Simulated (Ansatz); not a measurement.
MgH2: geometry relaxation

- system: MgH2 (P4₂/mnm, 6 atoms in the cell)
- method: DFT, PBE, plane waves, PAW, no spin polarisation (Ansatz 0.2.0)

The structure derives from an entry of the Crystallography Open Database.

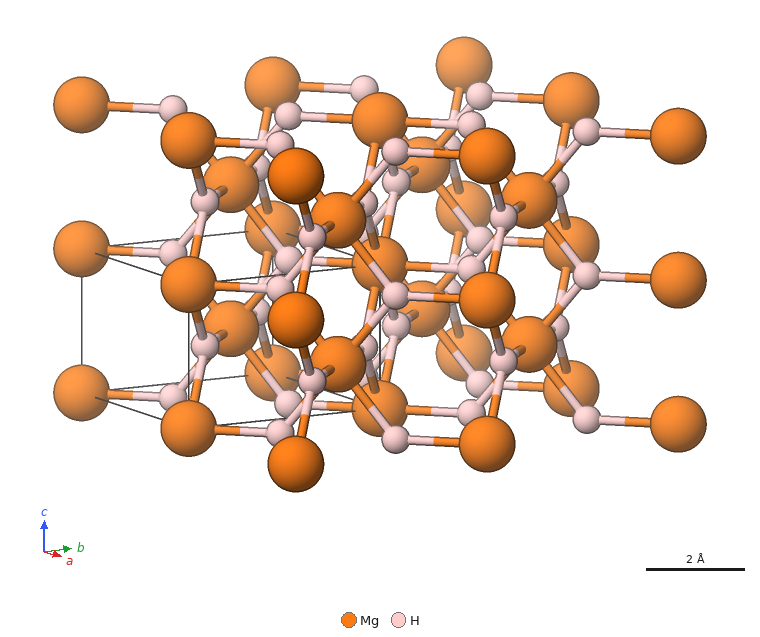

Fig. 1: The structure as given in the input (ball-and-stick view of the cell of the calculation, repeated 2 × 2 × 2, seen at an oblique angle). Near neighbours in the crystal (not all of them lie inside the picture): Mg has 6 H at 1.95 Å; H has 3 Mg at 1.95 Å.

Summary:

| quantity | value |
| --- | --- |
| outcome | converged |
| space group (tolerance 0.01 Å) | P4₂/mnm (136) |
| electrons treated | 24 |
| free energy | −3912.1859 eV |
| Fermi energy | 3.714 eV |
| pressure | 0.01 GPa |
| final volume | 61.48 Å³ |
| largest force (length of the vector) at the end | 0.001 eV/Å |
| final cell | a = 4.518 Å, b = 4.518 Å, c = 3.012 Å, α = 90.00°, β = 90.00°, γ = 90.00° |
| hardware | 4 threads of Intel Xeon @ 2.90GHz (Ice Lake), 64 GiB of memory available, shared host |
| wall time | 2.9 s (CPU time 9 s) |
| peak memory | 0.4 GiB |

Input:
```yaml
crystal:
  lattice:
    - [4.5168, 0.0, 0.0]
    - [0.0, 4.5168, 0.0]
    - [0.0, 0.0, 3.0205]
  atoms:
    - { symbol: Mg, position: [0.0, 0.0, 0.0] }
    - { symbol: Mg, position: [0.5, 0.5, 0.5] }
    - { symbol: H, position: [0.306, 0.306, 0.0] }
    - { symbol: H, position: [0.194, 0.806, 0.5] }
    - { symbol: H, position: [0.694, 0.694, 0.0] }
    - { symbol: H, position: [0.806, 0.194, 0.5] }
kpoints:
  mp_grid: { grid: [6, 6, 8] }
hamiltonian:
  xc: pbe
scf:
  occupations: { method: fermi_dirac, width: 0.02 }
relax:
  f_tol: 0.005
  cell: {}
```

Launch command:
```bash
ansatz run input.yaml --threads 4 --pin off --max-ram 9216MiB --backend cpu --events-out ev --progress --plain --runs-dir out
```

The program's output:
```
Engine: ansatz 0.2.0, x86_64-unknown-linux-gnu
Pseudopotentials: kind: paw
Pseudopotential: Mg, paw, valence charge 10, recommended cutoff 420 eV (normal), Mg.paw.azcp
Pseudopotential: H, paw, valence charge 1, recommended cutoff 420 eV (normal), H.paw.azcp
Functional definition: PBE
  parameter kappa = 0.804
  parameter beta = 0.06672455060314922
  exchange = pbe_x(kappa = kappa, mu = beta*pi^2/3)
  correlation = pbe_c(beta = beta)
Crystal: 6 atoms, lattice volume = 61.623 Å³
Basis set: ecut = 420 eV, 1195 PW (Γ), exchange–correlation on 64×64×48 points (8 copies of the dense FFT grid, shifted against one another)
Bands: 18, of which v1, the nominal top of the filled ones, is band 12 counted from 1 (11 counted from 0)
Symmetry: 16 space group operations
Space group: P42/mnm (ITA 136), of the structure as read, at distance tolerance 3.9e-5 Å
k-points: 50 of 288
Non-local potential: Mg, projectors of the file, l = 0: 3, l = 1: 2, l = 2: 1
Non-local potential: H, projectors of the file, l = 0: 2, l = 1: 1
PAW form: soft (Blöchl's): semilocal exchange-correlation on the pseudo side does not see the compensation charge
PAW one-centre angular grid: Mg, 110 points (default); XC on 64 Gauss nodes
PAW one-centre angular grid: H, 110 points (default); XC on 64 Gauss nodes
Initial density: superposition of atomic densities (neutral atoms: chi_scale 0, normalization atom), corrected by the library's trained network
Initial wavefunctions: pseudopotential atomic-orbital guess
Functional: x = pbe(κ = 0.804, μ = 0.2195149727645171), c = pbe(β = 0.06672455060314922)
SCF iter   1: F=—  HF=-3912.185092 eV  |F-HF|=—  |Δ(HF+E_count)|=         —  Δρ=4.56e-4  dr2=5.72e-5  ethr=1.77e-3  ⟨swp⟩=6.0  Hψ=4526  notcnv=0
preconditioner: auto → none  [insulator: Δε(μ)=3.797 eV  Ē_g=10.043 eV  σ=0.020 eV  W_gap=1.00  n_scr=10 (ndim 8)  ℏωp=13.4 eV  f_vac=0.000  D(μ)=0.00/eV (n_scr^D=0)  ε∞_Penn≈2.8]
SCF iter   2: F=—  HF=-3912.184503 eV  |F-HF|=—  |Δ(HF+E_count)|=   5.89e-4  Δρ=2.46e-4  dr2=1.38e-5  ethr=2.38e-7  ⟨swp⟩=2.7  Hψ=1997  notcnv=0  defer=14
SCF iter   3: F=—  HF=-3912.184540 eV  |F-HF|=—  |Δ(HF+E_count)|=   3.74e-5  Δρ=1.06e-4  dr2=2.49e-6  ethr=5.73e-8  ⟨swp⟩=2.0  Hψ=1288  notcnv=0  defer=14
SCF iter   4: F=—  HF=-3912.184559 eV  |F-HF|=—  |Δ(HF+E_count)|=   1.88e-5  Δρ=2.12e-5  dr2=9.77e-8  ethr=1.04e-8  ⟨swp⟩=2.0  Hψ=1405  notcnv=0  defer=14
iter 5 did not close the SCF: its close was put off for the readings that it lacked (scf_convergence_deferred on its scf_iter line)
SCF iter   5: F=-3912.184559 eV  HF=-3912.184559 eV  |F-HF|=4.95e-10  |Δ(HF+E_count)|=   8.81e-8  Δρ=1.67e-6  dr2=7.77e-10  ethr=4.07e-10  ⟨swp⟩=2.0  Hψ=1409  notcnv=0  defer=14
SCF iter   6: F=-3912.184559 eV  HF=-3912.184559 eV  |F-HF|=2.82e-11  |Δ(HF+E_count)|=  9.35e-10  Δρ=3.43e-7  dr2=2.49e-11  ethr=3.24e-12  ⟨swp⟩=1.0  Hψ=2509  notcnv=0
SCF 1 converged in 6 iterations: F = -3912.184559 eV  dr2 = 2.49e-11
  greatest PAW one-centre occupation: 1.000 electrons in one spin orbital (limit 2), on the Mg atom at site 1 (counted from 0), in its partial waves of l = 0
relax step   1: F+E_penalty+E_count = -3912.18455908 eV  Δ(F+E_penalty+E_count) = +0.000e0 eV  max|allowed force component| = 4.129e-2 eV/Å  Δτ_max = 0.0000 Å  P = -0.113 GPa  Ω = 61.623 Å³  (6 SCF iters, dr2 threshold 1.00e-7 eV, accepted)
Crystal: 6 atoms, lattice volume = 61.494 Å³
Basis set: ecut = 420 eV, 1187 PW (Γ), exchange–correlation on 64×64×48 points (8 copies of the dense FFT grid, shifted against one another)
Initial density: handed on by an earlier stage of this run
Initial wavefunctions: those handed on with the density
iter 1 solved again at ethr=9.47e-6 eV; its pass at ethr=3.10e-3 eV (dr2=2.27e-3 eV) is discarded
SCF iter   1: F=—  HF=-3912.185495 eV  |F-HF|=—  |Δ(HF+E_count)|=         —  Δρ=2.07e-3  dr2=2.13e-3  ethr=9.47e-6  ⟨swp⟩=2.1  Hψ=5261  notcnv=0
preconditioner: auto → none  [insulator: Δε(μ)=3.843 eV  Ē_g=10.064 eV  σ=0.020 eV  W_gap=1.00  n_scr=10 (ndim 8)  ℏωp=13.4 eV  f_vac=0.000  D(μ)=0.00/eV (n_scr^D=0)  ε∞_Penn≈2.8]
SCF iter   2: F=—  HF=-3912.184981 eV  |F-HF|=—  |Δ(HF+E_count)|=   5.14e-4  Δρ=8.57e-4  dr2=3.15e-4  ethr=8.89e-6  ⟨swp⟩=1.0  Hψ=900  notcnv=0
SCF iter   3: F=—  HF=-3912.184909 eV  |F-HF|=—  |Δ(HF+E_count)|=   7.18e-5  Δρ=7.47e-5  dr2=1.14e-6  ethr=1.31e-6  ⟨swp⟩=1.4  Hψ=959  notcnv=0
SCF iter   4: F=—  HF=-3912.184888 eV  |F-HF|=—  |Δ(HF+E_count)|=   2.06e-5  Δρ=7.37e-6  dr2=1.94e-8  ethr=4.53e-10  ⟨swp⟩=5.0  Hψ=3089  notcnv=0
SCF iter   5: F=-3912.184888 eV  HF=-3912.184888 eV  |F-HF|=1.81e-10  |Δ(HF+E_count)|=   7.11e-9  Δρ=1.07e-6  dr2=6.40e-10  ethr=8.10e-11  ⟨swp⟩=1.9  Hψ=2694  notcnv=0
SCF 2 converged in 5 iterations: F = -3912.184888 eV  dr2 = 6.40e-10
relax step   2: F+E_penalty+E_count = -3912.18488835 eV  Δ(F+E_penalty+E_count) = -3.293e-4 eV  max|allowed force component| = 2.822e-2 eV/Å  Δτ_max = 0.0176 Å  P = +0.046 GPa  Ω = 61.494 Å³  energy of the carried Pulay correction = +9.841e-5 eV  (5 SCF iters, dr2 threshold 1.09e-7 eV, accepted)
Crystal: 6 atoms, lattice volume = 61.510 Å³
iter 1 solved again at ethr=1.74e-6 eV; its pass at ethr=3.10e-3 eV (dr2=4.19e-4 eV) is discarded
SCF iter   1: F=—  HF=-3912.186025 eV  |F-HF|=—  |Δ(HF+E_count)|=         —  Δρ=8.85e-4  dr2=3.88e-4  ethr=1.74e-6  ⟨swp⟩=2.1  Hψ=5237  notcnv=0
preconditioner: auto → none  [insulator: Δε(μ)=3.817 eV  Ē_g=10.058 eV  σ=0.020 eV  W_gap=1.00  n_scr=10 (ndim 8)  ℏωp=13.4 eV  f_vac=0.000  D(μ)=0.00/eV (n_scr^D=0)  ε∞_Penn≈2.8]
SCF iter   2: F=—  HF=-3912.185938 eV  |F-HF|=—  |Δ(HF+E_count)|=   8.73e-5  Δρ=3.71e-4  dr2=5.82e-5  ethr=1.62e-6  ⟨swp⟩=1.0  Hψ=900  notcnv=0
SCF iter   3: F=—  HF=-3912.185908 eV  |F-HF|=—  |Δ(HF+E_count)|=   3.04e-5  Δρ=3.37e-5  dr2=2.42e-7  ethr=1.61e-9  ⟨swp⟩=3.8  Hψ=3409  notcnv=0
SCF iter   4: F=-3912.185908 eV  HF=-3912.185908 eV  |F-HF|=2.37e-9  |Δ(HF+E_count)|=   1.75e-7  Δρ=3.22e-6  dr2=6.92e-9  ethr=1.01e-9  ⟨swp⟩=2.1  Hψ=2787  notcnv=0
SCF 3 converged in 4 iterations: F = -3912.185908 eV  dr2 = 6.92e-9
relax step   3: F+E_penalty+E_count = -3912.18590788 eV  Δ(F+E_penalty+E_count) = -1.020e-3 eV  max|allowed force component| = 2.674e-3 eV/Å  Δτ_max = 0.0079 Å  P = -0.010 GPa  Ω = 61.510 Å³  energy of the carried Pulay correction = +8.613e-5 eV  (4 SCF iters, dr2 threshold 3.87e-7 eV, accepted)
Crystal: 6 atoms, lattice volume = 61.479 Å³
iter 1 solved again at ethr=1.64e-8 eV; its pass at ethr=3.10e-3 eV (dr2=3.94e-6 eV) is discarded
SCF iter   1: F=—  HF=-3912.185968 eV  |F-HF|=—  |Δ(HF+E_count)|=         —  Δρ=9.01e-5  dr2=4.28e-6  ethr=1.64e-8  ⟨swp⟩=2.4  Hψ=5079  notcnv=0
preconditioner: auto → none  [insulator: Δε(μ)=3.814 eV  Ē_g=10.060 eV  σ=0.020 eV  W_gap=1.00  n_scr=10 (ndim 8)  ℏωp=13.4 eV  f_vac=0.000  D(μ)=0.00/eV (n_scr^D=0)  ε∞_Penn≈2.8]
SCF iter   2: F=—  HF=-3912.185949 eV  |F-HF|=—  |Δ(HF+E_count)|=   1.96e-5  Δρ=3.66e-5  dr2=6.64e-7  ethr=1.64e-8  ⟨swp⟩=1.1  Hψ=905  notcnv=0
SCF iter   3: F=-3912.185948 eV  HF=-3912.185948 eV  |F-HF|=2.50e-9  |Δ(HF+E_count)|=   7.39e-8  Δρ=3.78e-6  dr2=6.35e-9  ethr=3.54e-11  ⟨swp⟩=4.0  Hψ=3400  notcnv=0
SCF 4 converged in 3 iterations: F = -3912.185948 eV  dr2 = 6.35e-9
relax step   4: F+E_penalty+E_count = -3912.18594846 eV  Δ(F+E_penalty+E_count) = -4.058e-5 eV  max|allowed force component| = 1.039e-3 eV/Å  Δτ_max = 0.0003 Å  P = +0.006 GPa  Ω = 61.479 Å³  energy of the carried Pulay correction = +1.096e-4 eV  (3 SCF iters, dr2 threshold 8.48e-9 eV, accepted)
Initial wavefunctions: pseudopotential atomic-orbital guess (no wavefunctions were taken with the density)
iter 1 solved again at ethr=4.72e-8 eV; its pass at ethr=3.10e-3 eV (dr2=1.13e-5 eV) is discarded
SCF iter   1: F=—  HF=-3912.185872 eV  |F-HF|=—  |Δ(HF+E_count)|=         —  Δρ=8.91e-6  dr2=9.41e-9  ethr=4.72e-8  ⟨swp⟩=3.5  Hψ=6720  notcnv=0
SCF iter   2: F=—  HF=-3912.185852 eV  |F-HF|=—  |Δ(HF+E_count)|=   1.96e-5  Δρ=4.65e-6  dr2=2.50e-9  ethr=3.92e-11  ⟨swp⟩=2.1  Hψ=1515  notcnv=0
SCF iter   3: F=—  HF=-3912.185852 eV  |F-HF|=—  |Δ(HF+E_count)|=   1.56e-8  Δρ=7.42e-7  dr2=1.45e-10  ethr=1.04e-11  ⟨swp⟩=2.0  Hψ=1100  notcnv=0
SCF iter   4: F=-3912.185852 eV  HF=-3912.185852 eV  |F-HF|=0.00e0  |Δ(HF+E_count)|=  2.48e-10  Δρ=1.91e-7  dr2=1.58e-11  ethr=1.00e-12  ⟨swp⟩=4.0  Hψ=2604  notcnv=0
SCF 5 converged in 4 iterations: F = -3912.185852 eV  dr2 = 1.58e-11
  greatest PAW one-centre occupation: 1.000 electrons in one spin orbital (limit 2), on the Mg atom at site 0 (counted from 0), in its partial waves of l = 0
relax step   5: F+E_penalty+E_count = -3912.18585202 eV  Δ(F+E_penalty+E_count) = +9.643e-5 eV  max|allowed force component| = 1.026e-3 eV/Å  Δτ_max = 0.0000 Å  P = +0.005 GPa  Ω = 61.479 Å³  stress off target by 3.20e-2 GPa  SCF on the basis re-selected at this cell (its energy is not comparable with the rows above)  (4 SCF iters)
```

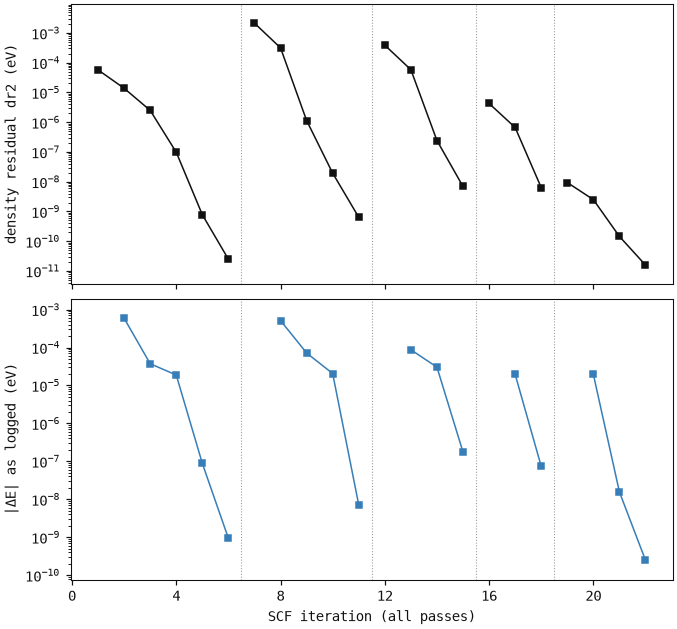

Fig. 2: Convergence of the self-consistent field: density residual dr2 and size of the energy change against the SCF iteration. The dotted lines part the SCF passes of the relaxation: geometry steps, rejected trials and re-solves on a re-selected basis. The 5 passes take 3 to 6 iterations each, 22 in all.

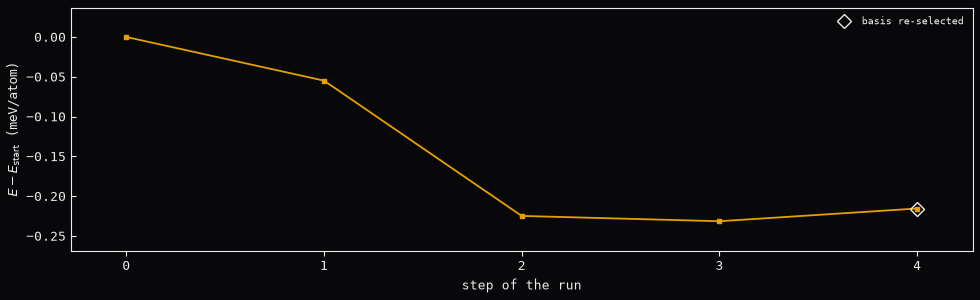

Fig. 3: Progress of the relaxation, step by step (the first geometry is step 0 here and step 1 in the log). After 3 geometry steps the energy has fallen by 0.2 meV per atom. The largest force component goes from 0.041 to 0.001 eV/Å. Pressure: −0.11 GPa at the start and 0.01 GPa at the end. The largest moves relative to the cell, 0.010 Å, are those of H3, H4, H5 and H6. Mg stays in place. Cell: a = b 4.517 → 4.518 Å (0.0 %), c 3.021 → 3.012 Å (−0.3 %). Volume −0.2 %. Distances before and after: Mg1–H3 1.955 → 1.945 Å. The space group stays P4_2/mnm (No. 136). A last SCF at the same geometry on a re-selected plane-wave basis shifts the energy by +0.0 meV per atom. (Atoms are counted from 1 in the order of the input.)

```
basis re-selected at this cell: Δ(F+E_penalty+E_count) = +9.643e-5 eV, ΔP = -0.001 GPa vs the last step (what re-selecting the basis moved, of the pressure what is left beyond the Pulay correction that the steps carried, after the strain that the cell walked since its last selection, with what the two solves' SCF thresholds leave and, on support functions, any second-order correction that the steps lacked; it is no measure of the basis error at this ecutwfc). This SCF's stress stands 3.20e-2 GPa from its target on what of the cell is left free (relax.cell.stress_tol is 5.00e-2 GPa) and its largest allowed force component is 1.03e-3 eV/Å (relax.f_tol is 5.00e-3 eV/Å): within both
SCF converged after 4 iterations
Free energy (F): -3912.185852 eV
Harris-Foulkes:  -3912.185852 eV  (|F-HF|=0.00e0)
Internal energy: -3912.185852 eV  (E = F + TS)
E sigma→0 (E₀):  -3912.185852 eV
Fermi energy:    3.713953 eV
--- Per-component energies (eV) ---
  E_band       = -752.607972
  E_kinetic    = 207.868282
  E_local      = -3452.933417  (includes V_loc(G=0)·N_el)
  E_nonlocal   = 195.977994
  E_hartree    = 1238.669057
  E_xc         = -95.043377
  E_vxc        = -122.662789  (∫ρ·V_xc dr)
  E_paw        = -586.654876  (= ΣΔE_a)
  E_vpaw       = -58.190951  (= ΣTr[D̂ρ^β])
  E_aug_tail   = -0.005281  (compensation charges beyond the density's cutoff)
  E_ewald      = -1420.064234
  E_smearing   = -0.000000  (= −TS)
  E_closure    = 0.000000  (closes the sum)
  Σ components = -3912.185852   (vs F -3912.185852, Δ=0.00e0)
--- Forces (eV/Å), atoms counted from 1 ---
  atom   1  Mg    -0.00000000    -0.00000000     0.00000000
  atom   2  Mg     0.00000000     0.00000000     0.00000000
  atom   3  H     -0.00102624    -0.00102624     0.00000000
  atom   4  H      0.00102624    -0.00102624     0.00000000
  atom   5  H      0.00102624     0.00102624     0.00000000
  atom   6  H     -0.00102624     0.00102624     0.00000000
  max |Σ_I F_I| component: 4.34e-19 eV/Å
--- Stress (GPa, compression-positive) ---
       -0.008408       0.000000       0.000000
        0.000000      -0.008408       0.000000
        0.000000       0.000000       0.031984
  P = ⅓ Tr σ = 0.0051 GPa (0.051 kbar)
--- Relaxed structure (4 steps of the walk, 4 accepted, 1 SCFs on fresh bases) ---
  F+E_penalty+E_count = -3912.18585202 eV   max|allowed force component| = 1.026e-3 eV/Å   (the final SCF, on the basis selected at the relaxed cell)
  cell:  # Å, volume = 61.4793 Å³
    - [4.517855115451269, 1.7894292369130101e-34, 0.0]
    - [1.7894292369130101e-34, 4.517855115451269, 0.0]
    - [0.0, 0.0, 3.012066463633487]
  atoms:
    - { symbol: Mg, position: [-3.2005023393715494e-20, -3.40053373558227e-20, 0.0] }
    - { symbol: Mg, position: [0.5, 0.5, 0.5] }
    - { symbol: H, position: [0.3044392695598036, 0.3044392695598036, 0.0] }
    - { symbol: H, position: [0.19556073044019645, 0.8044392695598035, 0.5] }
    - { symbol: H, position: [0.6955607304401965, 0.6955607304401965, 0.0] }
    - { symbol: H, position: [0.8044392695598035, 0.19556073044019645, 0.5] }
```

Trajectory as extended XYZ (Å, eV, eV/Å), 5 frames, from step=1 to step=5:
```
6
Lattice="4.5168 0.0000 0.0000 0.0000 4.5168 0.0000 0.0000 0.0000 3.0205" Properties=species:S:1:pos:R:3:forces:R:3 step=1 energy=-3912.18456 pressure_GPa=-0.11
Mg    0.0000    0.0000    0.0000    0.0000   0.0000   0.0000
Mg    2.2584    2.2584    1.5103    0.0000   0.0000   0.0000
H     1.3821    1.3821    0.0000   -0.0413  -0.0413   0.0000
H     0.8763    3.6405    1.5103    0.0413  -0.0413   0.0000
H     3.1347    3.1347    0.0000    0.0413   0.0413   0.0000
H     3.6405    0.8763    1.5103   -0.0413   0.0413   0.0000
6
Lattice="4.5279 0.0000 0.0000 0.0000 4.5279 0.0000 0.0000 0.0000 2.9995" Properties=species:S:1:pos:R:3:forces:R:3 step=2 energy=-3912.18489 pressure_GPa=0.05
Mg    0.0000    0.0000    0.0000    0.0000   0.0000   0.0000
Mg    2.2639    2.2639    1.4997    0.0000   0.0000   0.0000
H     1.3731    1.3731    0.0000    0.0282   0.0282   0.0000
H     0.8909    3.6370    1.4997   -0.0282   0.0282   0.0000
H     3.1548    3.1548    0.0000   -0.0282  -0.0282   0.0000
H     3.6370    0.8909    1.4997    0.0282  -0.0282   0.0000
6
Lattice="4.5196 0.0000 0.0000 0.0000 4.5196 0.0000 0.0000 0.0000 3.0112" Properties=species:S:1:pos:R:3:forces:R:3 step=3 energy=-3912.18591 pressure_GPa=-0.01
Mg    0.0000    0.0000    0.0000    0.0000   0.0000   0.0000
Mg    2.2598    2.2598    1.5056    0.0000   0.0000   0.0000
H     1.3762    1.3762    0.0000   -0.0027  -0.0027   0.0000
H     0.8836    3.6360    1.5056    0.0027  -0.0027   0.0000
H     3.1435    3.1435    0.0000    0.0027   0.0027   0.0000
H     3.6360    0.8836    1.5056   -0.0027   0.0027   0.0000
6
Lattice="4.5179 0.0000 0.0000 0.0000 4.5179 0.0000 0.0000 0.0000 3.0121" Properties=species:S:1:pos:R:3:forces:R:3 step=4 energy=-3912.18595 pressure_GPa=0.01
Mg    0.0000    0.0000    0.0000    0.0000   0.0000   0.0000
Mg    2.2589    2.2589    1.5060    0.0000   0.0000   0.0000
H     1.3754    1.3754    0.0000   -0.0010  -0.0010   0.0000
H     0.8835    3.6343    1.5060    0.0010  -0.0010   0.0000
H     3.1424    3.1424    0.0000    0.0010   0.0010   0.0000
H     3.6343    0.8835    1.5060   -0.0010   0.0010   0.0000
6
Lattice="4.5179 0.0000 0.0000 0.0000 4.5179 0.0000 0.0000 0.0000 3.0121" Properties=species:S:1:pos:R:3:forces:R:3 step=5 energy=-3912.18585 pressure_GPa=0.01
Mg    0.0000    0.0000    0.0000    0.0000   0.0000   0.0000
Mg    2.2589    2.2589    1.5060    0.0000   0.0000   0.0000
H     1.3754    1.3754    0.0000   -0.0010  -0.0010   0.0000
H     0.8835    3.6343    1.5060    0.0010  -0.0010   0.0000
H     3.1424    3.1424    0.0000    0.0010   0.0010   0.0000
H     3.6343    0.8835    1.5060   -0.0010   0.0010   0.0000
```
